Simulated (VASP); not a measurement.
```xyz
8
Lattice="5.1731 0.0000 0.0000 0.0000 3.3381 0.0000 0.0000 0.0000 5.6049" Properties=species:S:1:pos:R:3 pbc="T T T"
Ni    5.1328    2.5036    4.5539
Ni    2.6268    0.8345    1.7514
Ni    2.5463    2.5036    3.8535
Ni    0.0403    0.8345    1.0510
Si    3.5111    0.8345    5.1425
Si    4.2486    2.5036    2.3400
Si    0.9245    0.8345    3.2649
Si    1.6620    2.5036    0.4624
```

Space group Pnma; spin-polarised.

All numbers below come from Kohn-Sham DFT of a periodic cell, PBE, VASP PAW PBE potentials, recommended in VASP.

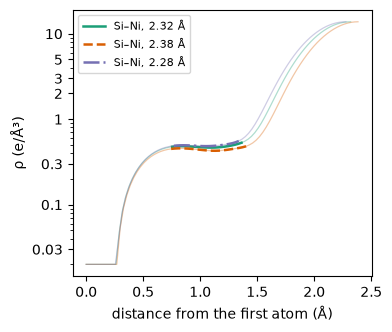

SiNi. Valence electron density along straight lines between neighbouring atoms. Thin, pale parts lie inside the atomic spheres.

The density is the valence pseudo-density of a PAW calculation; it isn't the true density close to the nuclei.

What can be read from the curves?

Si–Ni (2.32 Å): the density is about 0.47 e/Å³ at the midpoint.
Si–Ni (2.38 Å): ρ at the midpoint is about 0.43 e/Å³.
Si–Ni (2.28 Å): ρ at the midpoint is about 0.49 e/Å³.
